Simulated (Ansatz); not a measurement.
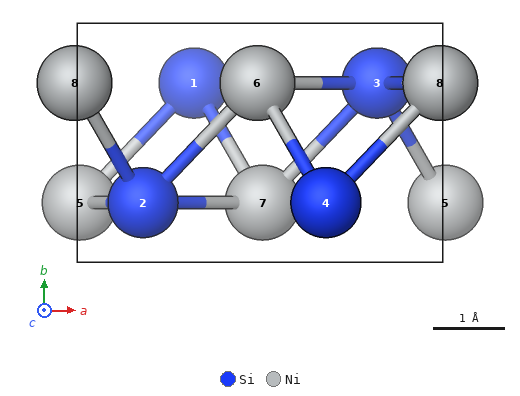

**Figure 1.** The input geometry (ball-and-stick view of the cell of the calculation, along the c axis; atoms are numbered from 1 in the order of the input). Near neighbours in the crystal (not all of them lie inside the picture): Si has 6 Ni at 2.30 to 2.43 Å; Ni has 6 Si at 2.30 to 2.43 Å.

# Run report: NiSi, single-point calculation

NiSi (Pnma, 8 atoms in the cell), computed with DFT, PBE, plane waves, PAW, no spin polarisation (Ansatz 0.2.0).

The structure derives from an entry of the Crystallography Open Database. Some settings of this run were made unusual or wrong on purpose. Figures and captions count atoms from 1; the log counts them from 0 in places.

Input
```yaml
crystal:
  lattice:
    - [5.2023435225, 0.0, 0.0]
    - [0.0, 3.4014931206, 0.0]
    - [0.0, 0.0, 5.6907739306]
  atoms:
    - { symbol: Si, position: [0.3198164324, 0.75, 0.0830992745] }
    - { symbol: Si, position: [0.1801835676, 0.25, 0.5830992745] }
    - { symbol: Si, position: [0.8198164324, 0.75, 0.4169007255] }
    - { symbol: Si, position: [0.6801835676, 0.25, 0.9169007255] }
    - { symbol: Ni, position: [0.0070084627, 0.25, 0.1900366839] }
    - { symbol: Ni, position: [0.4929915373, 0.75, 0.6900366839] }
    - { symbol: Ni, position: [0.5070084627, 0.25, 0.3099633161] }
    - { symbol: Ni, position: [0.9929915373, 0.75, 0.8099633161] }
basis:
  ecutwfc: 420
kpoints:
  mp_grid: { grid: [8, 9, 7] }
hamiltonian:
  xc: pbe
scf:
  occupations: { method: gaussian, width: 0.1 }
  max_iter: 60
output:
  forces: true
  eigenvalues: true
  stress: true
```

Run on 2 threads of Intel Xeon (Sapphire Rapids), 64 GiB of memory available, shared host.

Launch command:
```bash
ansatz run input.yaml --threads 2 --pin off --max-ram 5120MiB --backend cpu --events-out ev --progress --plain --runs-dir out
```

What the program printed
```
Engine: ansatz 0.2.0, x86_64-unknown-linux-gnu
Pseudopotentials: kind: paw
Pseudopotential: Si, paw, valence charge 4, recommended cutoff 420 eV (normal), Si.paw.azcp
Pseudopotential: Ni, paw, valence charge 18, recommended cutoff 420 eV (normal), Ni.paw.azcp
Functional definition: PBE
  parameter kappa = 0.804
  parameter beta = 0.06672455060314922
  exchange = pbe_x(kappa = kappa, mu = beta*pi^2/3)
  correlation = pbe_c(beta = beta)
Crystal: 8 atoms, lattice volume = 100.702 Å³
Basis set: ecut = 420 eV, 1977 PW (Γ), exchange–correlation on 72×48×80 points (8 copies of the dense FFT grid, shifted against one another)
Bands: 53, of which v1, the nominal top of the filled ones, is band 44 counted from 1 (43 counted from 0)
Symmetry: 8 space group operations
Space group: Pnma (ITA 62), of the structure as read, at distance tolerance 4.7e-5 Å
k-points: 100 of 504
Non-local potential: Si, projectors of the file, l = 0: 2, l = 1: 2, l = 2: 2
Non-local potential: Ni, projectors of the file, l = 0: 3, l = 1: 2, l = 2: 3, l = 3: 1
PAW form: soft (Blöchl's): semilocal exchange-correlation on the pseudo side does not see the compensation charge
PAW one-centre angular grid: Si, 110 points (default); XC on 64 Gauss nodes
PAW one-centre angular grid: Ni, 590 points (default); XC on 64 Gauss nodes
Initial density: superposition of atomic densities (neutral atoms: chi_scale 0, normalization atom), corrected by the library's trained network
Initial wavefunctions: pseudopotential atomic-orbital guess
Functional: x = pbe(κ = 0.804, μ = 0.2195149727645171), c = pbe(β = 0.06672455060314922)
SCF iter   1: F=—  HF=-25906.105674 eV  |F-HF|=—  |Δ(HF+E_count)|=         —  Δρ=2.99e-3  dr2=2.33e-3  ethr=1.77e-3  ⟨swp⟩=7.2  Hψ=20605  notcnv=0  defer=10
preconditioner: auto → Kerker (q_TF=auto, 2.668 Å⁻¹)  [metal: Δε(μ)=0.023 eV  Ē_g=6.792 eV  σ=0.100 eV  W_gap=0.13  n_scr=38 (ndim 8)  ℏωp=27.7 eV  f_vac=0.000  D(μ)=2.54/eV (n_scr^D=10)]
SCF iter   2: F=—  HF=-25906.106063 eV  |F-HF|=—  |Δ(HF+E_count)|=   3.88e-4  Δρ=1.81e-3  dr2=1.34e-3  ethr=2.65e-6  ⟨swp⟩=2.0  Hψ=10408  notcnv=0  defer=11
SCF iter   3: F=—  HF=-25906.106256 eV  |F-HF|=—  |Δ(HF+E_count)|=   1.94e-4  Δρ=8.61e-4  dr2=4.17e-4  ethr=1.52e-6  ⟨swp⟩=2.0  Hψ=7173  notcnv=0  defer=11
SCF iter   4: F=—  HF=-25906.106201 eV  |F-HF|=—  |Δ(HF+E_count)|=   5.57e-5  Δρ=2.75e-4  dr2=4.88e-5  ethr=4.74e-7  ⟨swp⟩=2.2  Hψ=6453  notcnv=0  defer=11
SCF iter   5: F=—  HF=-25906.106209 eV  |F-HF|=—  |Δ(HF+E_count)|=   8.77e-6  Δρ=6.10e-5  dr2=3.63e-6  ethr=5.55e-8  ⟨swp⟩=2.4  Hψ=7692  notcnv=0  defer=11
SCF iter   6: F=-25906.106209 eV  HF=-25906.106209 eV  |F-HF|=3.50e-9  |Δ(HF+E_count)|=   6.14e-7  Δρ=9.10e-6  dr2=7.43e-8  ethr=1.14e-10  ⟨swp⟩=8.3  Hψ=25780  notcnv=0
SCF 1 converged in 6 iterations: F = -25906.106209 eV  dr2 = 7.43e-8
  greatest PAW one-centre occupation: 1.000 electrons in one spin orbital (limit 2), on the Ni atom at site 7 (counted from 0), in its partial waves of l = 1
```

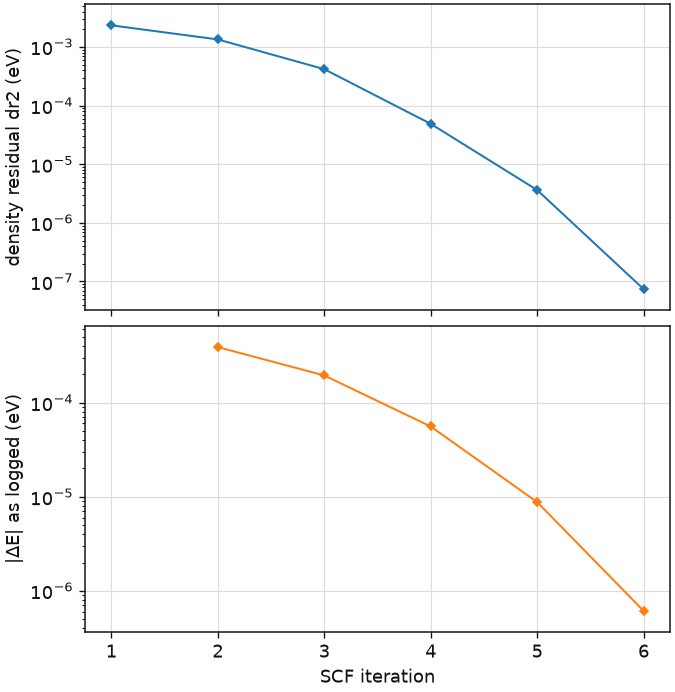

**Figure 2.** Convergence of the self-consistent field: density residual dr2 and size of the energy change against the SCF iteration. The residual falls at every step.

```
SCF converged after 6 iterations
Free energy (F): -25906.106209 eV
Harris-Foulkes:  -25906.106209 eV  (|F-HF|=3.50e-9)
Internal energy: -25906.093605 eV  (E = F + TS)
E sigma→0 (E₀):  -25906.099907 eV
Entropy (-TS):   -0.012604 eV (-1.576 meV/atom)
Fermi energy:    14.019100 eV
--- Per-component energies (eV) ---
  E_band       = -1355.469990
  E_kinetic    = 1304.010399
  E_local      = -18055.931069  (includes V_loc(G=0)·N_el)
  E_nonlocal   = 2637.184971
  E_hartree    = 7752.256119
  E_xc         = -566.482569
  E_vxc        = -633.355238  (∫ρ·V_xc dr)
  E_paw        = -8569.464331  (= ΣΔE_a)
  E_vpaw       = -2111.902400  (= ΣTr[D̂ρ^β])
  E_aug_tail   = 0.002127  (compensation charges beyond the density's cutoff)
  E_ewald      = -10407.669252
  E_smearing   = -0.012604  (= −TS)
  E_closure    = -0.000000  (closes the sum)
  Σ components = -25906.106209   (vs F -25906.106209, Δ=0.00e0)
--- Forces (eV/Å), atoms counted from 1 ---
  atom   1  Si    -0.02137739     0.00000000     0.00434476
  atom   2  Si     0.02137739    -0.00000000     0.00434476
  atom   3  Si    -0.02137739     0.00000000    -0.00434476
  atom   4  Si     0.02137739    -0.00000000    -0.00434476
  atom   5  Ni     0.00114915     0.00000000     0.00764972
  atom   6  Ni    -0.00114915     0.00000000     0.00764972
  atom   7  Ni     0.00114915     0.00000000    -0.00764972
  atom   8  Ni    -0.00114915     0.00000000    -0.00764972
  max |Σ_I F_I| component: 3.47e-18 eV/Å
--- Stress (GPa, compression-positive) ---
       -4.677727      -0.000000      -0.000000
       -0.000000      -4.351014      -0.000000
       -0.000000      -0.000000      -4.648714
  P = ⅓ Tr σ = -4.5592 GPa (-45.592 kbar)
--- Band table (eV; the first three rows and the last of 100) ---
  k-point 0: bands = ["-89.8205", "-89.8177", "-89.8166", "-89.8139", "-50.2776", "-50.2735", "-50.2592", "-50.2524", "-50.2226", "-50.2223", "-50.1947", "-50.1901", "-50.1823", "-50.1813", "-50.1788", "-50.1778", "1.3013", "4.5421", "5.8058", "6.3533", "7.6717", "8.1366", "9.8257", "10.1681", "10.2598", "10.2877", "10.3383", "10.3418", "10.5420", "10.8545", "11.0097", "11.1547", "11.3365", "11.4784", "11.7302", "11.7613", "11.8691", "11.9582", "11.9929", "12.1505", "12.1739", "12.8744", "12.9403", "13.0918", "14.6125", "15.1499", "17.2839", "17.7420", "17.9969", "18.4149", "18.6878", "19.8451", "20.2227"]
  k-point 1: bands = ["-89.8204", "-89.8181", "-89.8162", "-89.8140", "-50.2774", "-50.2737", "-50.2589", "-50.2528", "-50.2226", "-50.2223", "-50.1945", "-50.1904", "-50.1820", "-50.1812", "-50.1790", "-50.1780", "1.3910", "4.1204", "6.1012", "6.3951", "7.6045", "8.4283", "9.5344", "10.1401", "10.1918", "10.1980", "10.2789", "10.5422", "10.5488", "10.8915", "11.0121", "11.1177", "11.4259", "11.5133", "11.7150", "11.7150", "11.7781", "11.9161", "11.9411", "12.1430", "12.3405", "12.7670", "13.0955", "13.2361", "14.7582", "15.3982", "16.8340", "17.9350", "18.0461", "18.0826", "18.3562", "19.8423", "20.3408"]
  k-point 2: bands = ["-89.8201", "-89.8187", "-89.8156", "-89.8142", "-50.2769", "-50.2743", "-50.2579", "-50.2537", "-50.2225", "-50.2224", "-50.1940", "-50.1913", "-50.1812", "-50.1808", "-50.1793", "-50.1785", "1.6575", "3.3866", "6.5124", "6.5302", "7.4997", "8.8305", "9.0671", "10.0106", "10.1840", "10.2767", "10.3277", "10.5606", "10.7231", "10.9932", "11.0411", "11.0774", "11.3357", "11.4448", "11.6044", "11.6072", "11.6820", "11.9548", "12.0559", "12.1144", "12.5210", "12.5850", "13.1735", "13.8283", "14.8366", "16.0087", "16.0957", "17.1999", "18.0392", "18.1924", "18.6137", "19.8109", "20.3435"]
  k-point 99: bands = ["-89.8173", "-89.8173", "-89.8169", "-89.8169", "-50.2682", "-50.2682", "-50.2648", "-50.2648", "-50.2019", "-50.2019", "-50.2015", "-50.2015", "-50.1881", "-50.1881", "-50.1862", "-50.1862", "5.1230", "5.1230", "5.8404", "5.8404", "7.5167", "7.5167", "8.1656", "8.1656", "10.3680", "10.3680", "10.5355", "10.5355", "10.8010", "10.8010", "10.9163", "10.9163", "11.4716", "11.4716", "11.5364", "11.5364", "11.9107", "11.9107", "11.9956", "11.9956", "12.2178", "12.2178", "12.3207", "12.3207", "15.7502", "15.7502", "16.4451", "16.4451", "17.2411", "17.2411", "17.9598", "17.9598", "19.5413"]
```

Outcome

```csv
quantity,value
outcome,converged
space group (tolerance 0.01 Å),Pnma (62)
electrons treated,88
free energy,−25906.1062 eV
Fermi energy,14.019 eV
gap on the k-point mesh,none (metallic)
pressure,−4.56 GPa
largest force (length of the vector),0.022 eV/Å
wall time,11 s (CPU time 21 s)
peak memory,0.7 GiB
```

This input holds a deliberate fault: a mesh that breaks the symmetry (`kpoints.mp_grid.grid`). The run converged; whether the setting changed the result can't be told without a sound run beside it.
